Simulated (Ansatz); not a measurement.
# TiO2 (I4/m): band gap by G0W0 on LDA, part 2 of 2

Aim: the quasiparticle gap of TiO2 (I4/m), starting from LDA.

Ansatz 0.2.0; LDA, then G0W0 on it, plane waves, PAW. Known limits of the many-body steps: finite bands, screening cutoff and k mesh; no spin-orbit coupling in G0W0.

So far. Step 2 (Bands along the symmetry lines): Over mesh and path the gap is 1.527 eV, from k = (-0.500, 0.500, 0.500) to k = Γ. The least direct gap found is 2.234 eV, at k = Γ. The pressure in this cell is -8 GPa; the cell is kept.

In doubt: masses and optical values from hybrid runs of this build are listed as unsure (in some of the runs), which bears on the screening that GW takes from such a start.

## Step 3: One-shot GW

G0W0 replaces the xc potential by a self-energy built once from the orbitals of the start. Levels are corrected in the window of bands that the input names, at points of the mesh.

This step: G0W0 on LDA, plane waves, PAW; PAW set soft_1.

input.yaml

```yaml
crystal:
  lattice:
    - [-4.3507577183, 4.3507577183, 1.8875555959]
    - [4.3507577183, -4.3507577183, 1.8875555959]
    - [4.3507577183, 4.3507577183, -1.8875555959]
  atoms:
    - { symbol: Ti, position: [0.2922817, 0.00285525, 0.29513695] }
    - { symbol: Ti, position: [0.00285525, 0.7077183, 0.71057354] }
    - { symbol: Ti, position: [0.99714475, 0.2922817, 0.28942646] }
    - { symbol: Ti, position: [0.7077183, 0.99714475, 0.70486305] }
    - { symbol: O, position: [0.49886382, 0.15078472, 0.64964854] }
    - { symbol: O, position: [0.16166201, 0.8403974, 0.00205942] }
    - { symbol: O, position: [0.15078471, 0.50113618, 0.65192089] }
    - { symbol: O, position: [0.15960259, 0.16166201, 0.32126461] }
    - { symbol: O, position: [0.8403974, 0.83833799, 0.67873539] }
    - { symbol: O, position: [0.84921528, 0.49886382, 0.34807911] }
    - { symbol: O, position: [0.83833799, 0.15960259, 0.99794058] }
    - { symbol: O, position: [0.50113618, 0.84921529, 0.35035146] }
kpoints:
  mp_grid: { grid: [4, 4, 4] }
hamiltonian:
  xc: lda
  pseudopotentials: { kind: paw, azcp: { folder: soft_1 }, xc_functional: pbe }
scf:
  occupations: { method: fixed }
gw:
  n_empty_bands: 783
  ecut_chi: 180.0
  qp_bands: [v4, c4]
  qp_kpoints: band_edges
  screening: { model: contour_deformation }
```

Run with:

```bash
ansatz run input.yaml --threads 3 --pin off --max-ram 92160MiB --backend cuda --events-out ev --progress --plain --runs-dir out --devices 1 --max-vram 13GiB
```

Numbers of over 12 decimals in the logs are rounded to 6 here.

Output:

```text
GPUs: using 1 of 1 available (devices: 1).
[...]
GPU FFT provider: cuFFT
GPU libraries: cuBLAS 13.8.2, cuFFT 12.4.0, cuSOLVER 12.3.4
Crystal: 12 atoms, lattice volume = 142.919 Å³
Basis set: ecut = 420 eV, 2795 PW (Γ)
Bands: 60, of which v1, the nominal top of the filled ones, is band 48 counted from 1 (47 counted from 0)
Symmetry: 8 space group operations
[...]
k-points: 14 of 64
[...]
GPU buffer pool allocated for 91125 grid points (all kernels)
[...]
SCF iter   1: F=—  HF=-14261.271789 eV  |F-HF|=—  |Δ(HF+E_count)|=         —  Δρ=5.03e-2  dr2=4.39e0  ethr=3.10e-3  ⟨swp⟩=3.2  Hψ=2533  notcnv=0  defer=114
[...]
SCF iter  11: F=-14260.244539 eV  HF=-14260.244539 eV  |F-HF|=8.04e-10  |Δ(HF+E_count)|=   3.36e-8  Δρ=3.49e-6  dr2=1.62e-8  ethr=1.04e-10  ⟨swp⟩=9.7  Hψ=2664  notcnv=0
SCF 1 converged in 11 iterations: F = -14260.244539 eV  dr2 = 1.62e-8
[...]
NSCF: frozen V_eff on 14 k-points
the band table was solved once the SCF had ended and its energy, with any forces and stress, was formed, with the checks that follow a solve (3095 applications of the Hamiltonian). They found nothing against the state; the energy, forces and stress were not computed again (output.eigenvalues in the input reference)
[...]
G₀W₀ screening: q 1/14
[... further progress lines ...]
[...]
SCF converged after 11 iterations
Free energy (F): -14260.244539 eV
[...]
Internal energy: -14260.244539 eV  (E = F + TS)
E sigma→0 (E₀):  -14260.244539 eV
Fermi energy:    6.372895 eV
[...]
--- Band table (eV; the first three rows and the last of 14) ---
  k-point 0: bands = [... 44 lower, 5.4350, 5.4350, 5.4396, 5.6661, 7.8988, 9.3432, 9.3432, 9.4066, ... 8 higher]
  k-point 1: bands = [... 44 lower, 5.2082, 5.3909, 5.4611, 5.7369, 8.1397, 9.1749, 9.1974, 9.4540, ... 8 higher]
  k-point 2: bands = [... 44 lower, 5.1951, 5.4128, 5.4469, 5.6951, 8.5795, 8.8380, 9.0492, 9.6062, ... 8 higher]
  k-point 13: bands = [... 44 lower, 5.1375, 5.2127, 5.2127, 6.3729, 9.1695, 9.1695, 9.2207, 9.4164, ... 8 higher]
--- G₀W₀: contour deformation, 7 samples at zero and on the imaginary axis and 1 off it, 64 q-points, 783 empty bands' worth ---
  eigenvalues of the whole cell's RPA ε∞ on this k-mesh (on a slab, of 1 + 4πα/V) = 6.1233, 6.1233, 6.1861; static W/v taken at q = 0 is 0.162422
  bands read: the sum over 831 bands ends inside a degenerate multiplet in 2 slots, whose members it reads at an even weight; the widest, k=8: bands 831 to 832 (counted from 1) at 1/2 each
  gw.qp_kpoints: band_edges: 14 of 14 stored k-points solved, in 1 pass; an edge of the gap read off the rows below is read off those points alone
    ik  band        ε_KS         Σx   Σc(E_QP)       V_xc       Z   E_QP_lin       E_QP  E_QP is
     0    45      5.4350   -25.7513     4.3967   -21.0295  0.7134     5.1078     5.1099  root
     0    46      5.4350   -25.7513     4.3967   -21.0295  0.7134     5.1078     5.1099  root
     0    47      5.4396   -25.6655     4.3422   -20.9715  0.7182     5.0855     5.0878  root
     0    48      5.6661   -25.1664     4.4385   -20.3567  0.7049     5.2919     5.2948  root
     0    49      7.8988   -12.6245    -6.4706   -20.5081  0.7402     9.3485     9.3118  root
     0    50      9.3432   -14.1253    -6.8096   -22.3172  0.7138    10.7724    10.7255  root
     0    51      9.3432   -14.1253    -6.8096   -22.3172  0.7138    10.7724    10.7255  root
     0    52      9.4066   -14.1387    -7.2790   -22.8960  0.7102    10.9411    10.8850  root
     1    45      5.2082   -26.5046     4.3629   -21.8016  0.7216     4.8660     4.8681  root
     1    46      5.3909   -25.4531     4.2706   -20.8570  0.7145     5.0633     5.0654  root
     1    47      5.4611   -25.7189     4.3444   -21.0519  0.7140     5.1364     5.1385  root
     1    48      5.7369   -25.3430     4.3977   -20.5872  0.7058     5.3761     5.3788  root
     1    49      8.1397   -12.8597    -6.5146   -20.7832  0.7358     9.5867     9.5486  root
     1    50      9.1749   -13.7902    -7.0404   -22.2983  0.7177    10.6935    10.6426  root
     1    51      9.1974   -13.9207    -6.8640   -22.1847  0.7157    10.6448    10.5974  root
     1    52      9.4540   -13.9516    -7.1321   -22.5016  0.7098    10.9245    10.8719  root
     2    45      5.1951   -26.4598     4.2858   -21.8532  0.7212     4.8724     4.8742  root
     2    46      5.4128   -25.1362     4.1746   -20.6460  0.7096     5.0950     5.0971  root
     2    47      5.4469   -25.8290     4.3828   -21.1280  0.7136     5.1266     5.1286  root
     2    48      5.6951   -25.1584     4.3219   -20.4952  0.7038     5.3513     5.3538  root
     2    49      8.5795   -13.3112    -6.3804   -21.0538  0.7295     9.9790     9.9417  root
     2    50      8.8380   -13.4476    -7.1203   -22.0334  0.7197    10.3536    10.3035  root
     2    51      9.0492   -13.5090    -6.9934   -21.9668  0.7209    10.5629    10.5135  root
     2    52      9.6062   -13.6715    -7.6468   -22.7899  0.7038    11.1393    11.0778  root
     3    45      5.1403   -24.8506     4.1942   -20.3194  0.7041     4.8008     4.8033  root
     3    46      5.7262   -25.7888     4.3763   -21.0736  0.7167     5.3852     5.3874  root
     3    47      5.7483   -25.2739     4.2894   -20.6425  0.7076     5.4039     5.4063  root
     3    48      5.8023   -25.7669     4.4132   -21.0043  0.7135     5.4505     5.4529  root
     3    49      9.0372   -14.1410    -6.5512   -22.0669  0.7189    10.4546    10.4118  root
     3    50      9.2494   -13.9473    -6.9768   -22.3717  0.7166    10.7469    10.6970  root
     3    51      9.3400   -14.0502    -6.9935   -22.4738  0.7146    10.8197    10.7700  root
     3    52      9.3712   -14.0070    -7.0482   -22.4859  0.7139    10.8525    10.8020  root
     4    45      5.3807   -25.3449     4.3687   -20.6350  0.7089     5.0372     5.0397  root
     4    46      5.7324   -25.7968     4.3881   -21.0664  0.7158     5.3878     5.3900  root
     4    47      5.7859   -25.4037     4.2922   -20.7792  0.7080     5.4514     5.4536  root
     4    48      5.9105   -25.5544     4.2999   -20.9216  0.7123     5.5755     5.5776  root
     4    49      8.9834   -13.6120    -6.9404   -22.0102  0.7213    10.4892    10.4411  root
     4    50      9.1386   -13.8835    -6.8575   -22.1673  0.7187    10.6123    10.5649  root
     4    51      9.3293   -13.8367    -7.1054   -22.3751  0.7135    10.8133    10.7623  root
     4    52      9.4637   -13.8766    -7.2961   -22.6294  0.7105    10.9753    10.9204  root
[...]
12    49      8.8050   -13.3508    -6.6611   -21.4056  0.7241    10.2409    10.1987  root
    12    50      8.9604   -13.3807    -7.2493   -22.1033  0.7172    10.4865    10.4338  root
    12    51      9.1058   -13.6010    -6.7403   -21.7607  0.7230    10.5707    10.5252  root
    12    52      9.5576   -13.6540    -7.6825   -22.8179  0.7039    11.1013    11.0391  root
    13    45      5.1375   -26.5439     4.0863   -22.1912  0.7242     4.8700     4.8712  root
    13    46      5.2127   -25.2073     4.6130   -20.2174  0.7075     4.8326     4.8358  root
    13    47      5.2127   -25.2073     4.6130   -20.2174  0.7075     4.8326     4.8358  root
    13    48      6.3729   -25.8163     4.2371   -21.2578  0.7111     6.0496     6.0515  root
    13    49      9.1695   -13.2723    -7.3398   -22.0760  0.7141    10.6879    10.6334  root
    13    50      9.1695   -13.2723    -7.3398   -22.0760  0.7141    10.6879    10.6334  root
    13    51      9.2207   -13.7300    -6.5507   -21.6540  0.7224    10.6368    10.5939  root
    13    52      9.4164   -13.6432    -7.7903   -22.9470  0.7044    10.9947    10.9299  root
```

Elapsed: 1.9 min, on 1 × NVIDIA H100 80GB HBM3 (shared by 6 runs) with 3 threads of AMD EPYC 7R13 (Zen 3), shared host; peak memory 3.1 GiB.

This step gave:

- bands summed: 831
- RPA ε∞ on this mesh (eigenvalues): 6.123, 6.123, 6.186
- plane waves in the screening matrix: 797
- q-points in the mesh: 64
- G0W0 gap over the corrected points: 3.260 eV
- k of the valence top: -0.5, -0.5, -0.5
- k of the conduction bottom: 0, 0, 0
- starting gap on the mesh: 1.526 eV
- Z at the valence top: 0.7111
- Z at the conduction bottom: 0.7402
- least direct G0W0 gap over the corrected points: 4.017 eV

Over all 14 irreducible mesh points the G0W0 gap is 3.260 eV, from k = (-0.500, -0.500, -0.500) to k = Γ. The LDA gap of this run on the mesh is 1.526 eV. The two states that bound the G0W0 gap lie that far apart at the start, so the correction of the gap is 3.260 − 1.526 = +1.734 eV. The start of this run differs from the step before in mesh (6×6×6 and 4×4×4).

Labels follow the order of the start: v1 is the top filled band, c1 the lowest empty one; levels that stay degenerate share a row, the window can cut a multiplet, doubted levels are not marked in this list, bands outside the window were not corrected, and the list may be a part of the corrected levels. The levels before and after the correction (eV, zero at the valence-band top of each column):

|  | conduction bottom | valence top |
| --- | --- | --- |
| Kohn-Sham | 1.53 | 0.00 |
| G0W0 | 3.26 | 0.00 |

|  | level | occupation | energy (eV) |
| --- | --- | --- | --- |
| Kohn-Sham | Γ v3 | 2 | -0.938 |
| Kohn-Sham | Γ v2 | 2 | -0.933 |
| Kohn-Sham | Γ v1 | 2 | -0.707 |
| Kohn-Sham | Γ c1 | 0 | 1.526 |
| Kohn-Sham | Γ c2-c3 | 0 | 2.970 |
| Kohn-Sham | (-0.5 -0.5 -0.5) v3-v2 | 2 | -1.160 |
| Kohn-Sham | (-0.5 -0.5 -0.5) v1 | 2 | 0.000 |
| Kohn-Sham | (-0.5 -0.5 -0.5) c1-c2 | 0 | 2.797 |
| Kohn-Sham | (-0.5 -0.5 -0.5) c3 | 0 | 2.848 |
| G0W0 | Γ v3 | 2 | -0.942 |
| G0W0 | Γ v2 | 2 | -0.964 |
| G0W0 | Γ v1 | 2 | -0.757 |
| G0W0 | Γ c1 | 0 | 3.260 |
| G0W0 | Γ c2-c3 | 0 | 4.674 |
| G0W0 | (-0.5 -0.5 -0.5) v3-v2 | 2 | -1.216 |
| G0W0 | (-0.5 -0.5 -0.5) v1 | 2 | 0.000 |
| G0W0 | (-0.5 -0.5 -0.5) c1-c2 | 0 | 4.582 |
| G0W0 | (-0.5 -0.5 -0.5) c3 | 0 | 4.542 |

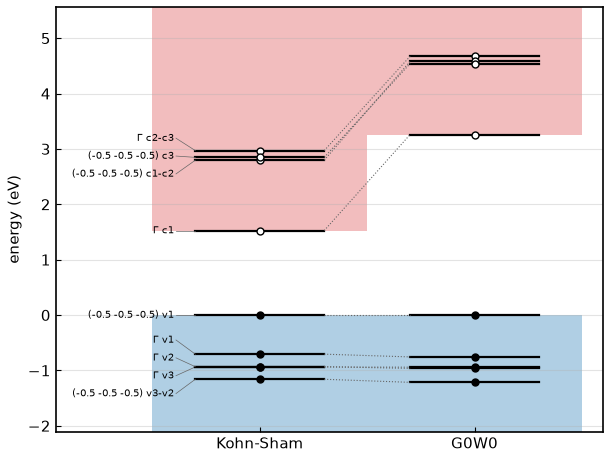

Levels before and after the correction. Shaded: valence and conduction bands. Filled marks are occupied levels, open marks empty ones.

The parts of the quasiparticle energy for the two states that bound the G0W0 gap, in eV on the run's own scale (QP = start + Σx + Σc − Vxc, with Σc at the quasiparticle energy):

| edge | k | band | start | Σx | Σc | Vxc | Z | QP |
| --- | --- | --- | --- | --- | --- | --- | --- | --- |
| valence top | (-0.500, -0.500, -0.500) | 48 | 6.373 | −25.816 | 4.237 | −21.258 | 0.711 | 6.051 |
| conduction bottom | Γ | 49 | 7.899 | −12.624 | −6.471 | −20.508 | 0.740 | 9.312 |

## Step 4: The runs together

Each gap is the least one over the points named; times are wall times on shared hosts, not benchmarks. A G0W0 time includes the run's own self-consistent start. Rows marked * are further runs, not shown as steps, whose inputs differ from the G0W0 step on the same start in the columns given; solver thresholds can differ too. Symmetry makes (-0.500, 0.500, 0.500) and (-0.500, -0.500, -0.500) one point.

| level | mesh | files, cutoff | bands summed, screening | points | gap (eV) | valence top | conduction bottom | least direct gap (eV) | time |
| --- | --- | --- | --- | --- | --- | --- | --- | --- | --- |
| LDA | 6×6×6 | soft_1 PAW, 420 eV | - | mesh and path | 1.527 | (-0.500, 0.500, 0.500) | Γ | 2.234 | 16 s |
| G0W0@LDA* | 4×4×4 | soft_1 PAW, 420 eV | 176, 54 eV | all 14 irreducible mesh points | 3.385 | (-0.500, -0.500, -0.500) | Γ | 4.185 | 29 s |
| G0W0@LDA* | 4×4×4 | soft_1 PAW, 420 eV | 412, 108 eV | all 14 irreducible mesh points | 3.214 | (-0.500, -0.500, -0.500) | Γ | 3.991 | 45 s |
| G0W0@LDA | 4×4×4 | soft_1 PAW, 420 eV | 831, 180 eV | all 14 irreducible mesh points | 3.260 | (-0.500, -0.500, -0.500) | Γ | 4.017 | 1.9 min |
| G0W0@LDA* | 4×4×4 | soft_1 PAW, 420 eV | 412, 108 eV, plasmon pole | all 14 irreducible mesh points | 3.217 | (-0.500, -0.500, -0.500) | Γ | 4.027 | 97 s |

## Step 5: Outcome

| Property | Result |
| --- | --- |
| LDA gap over mesh and path | 1.527 eV, from k = (-0.500, 0.500, 0.500) to k = Γ |
| G0W0@LDA gap over all 14 irreducible mesh points | 3.260 eV, from k = (-0.500, -0.500, -0.500) to k = Γ |
| GW settings | 4×4×4 mesh, 783 empty bands, screening to 180 eV, PAW set soft_1 files |
| known limits | finite bands, screening cutoff and k mesh; no spin-orbit coupling in G0W0 |

In words: Over all 14 irreducible mesh points the G0W0 gap is 3.260 eV, from k = (-0.500, -0.500, -0.500) to k = Γ. The LDA gap of this run on the mesh is 1.526 eV. The two states that bound the G0W0 gap lie that far apart at the start, so the correction of the gap is 3.260 − 1.526 = +1.734 eV. The valence state moves by 6.051 − 6.373 = −0.322 eV and the conduction state by 9.312 − 7.899 = +1.413 eV, on the run's own scale; with 176 bands the edge states move by +0.160 and +2.019 eV, so the split between the edges depends on the bands and cutoff. Both edges that LDA shows over mesh and path lie at k points where levels were corrected. Levels at other points were not corrected, so a lower G0W0 gap elsewhere in the zone is not ruled out. From 176 bands and 54 eV to 831 bands and 180 eV the gap moves by 3.260 − 3.385 = −0.125 eV (rung by rung 3.385, 3.214, 3.260 eV); bands and screening cutoff rise together, so their parts are not told apart. The gap turns back along the series (3.385, 3.214, 3.260 eV), so no line is drawn and the limit is not known. With the plasmon pole model in place of the contour deformation model and all else as in the G0W0@LDA row with 412 bands, the gap differs by 3.217 − 3.214 = +0.003 eV. G0W0 on other starts in this series, not shown as steps and not all at these settings: 3.130 eV on r2SCAN (4×4×4, soft_1 PAW, 412 bands, 108 eV) and 3.429 eV on HSE06 (4×4×4, soft_1 PAW, 412 bands, 108 eV). The G0W0 runs are scalar-relativistic. No pair of G0W0 runs that differ in the mesh alone is shown (4×4×4 is a supercell whose nearest images lie 15 Å apart), so the error from the mesh is not known here. G0W0@LDA runs of this series with other atomic data on the same mesh, not shown as steps, give 3.212 eV (hard PAW, 930 eV, 412 bands, screening to 108 eV; the table's row with the same empty bands and screening cutoff has 3.214 eV); where bands and cutoffs differ too, the part of the files is not isolated.

[Paths, hosts, dates, memory and timing lines, banners, echoed tables and standing remarks are left out of the program output.]

[Logs are printed without paths, hosts, clocks, repeated set-up lines and the standing remarks that a program may print on its own settings, such as how far it seeks lower states.]

[Runs of the session that timed out or met a known fault of the program may be left out.]

[Cells called generated may have been cut or substituted from an entry of the Crystallography Open Database or the Materials Project.]

[Hosts, paths, dates, database ids (printed as entryN), source tags and the programs' standing remarks are cut or masked in the printed files.]

[Where an RPA ε∞ is given, it is that of the G0W0 mesh and is not shown converged in it. Names of k-points follow the symmetry that the program found, which can be lower than the space group named. Band edges on a path are those of the sampled points; other points can move an edge, and change direct to indirect where valleys lie close.]

[Hybrid gaps are those of their k-mesh and are not shown converged in it.]
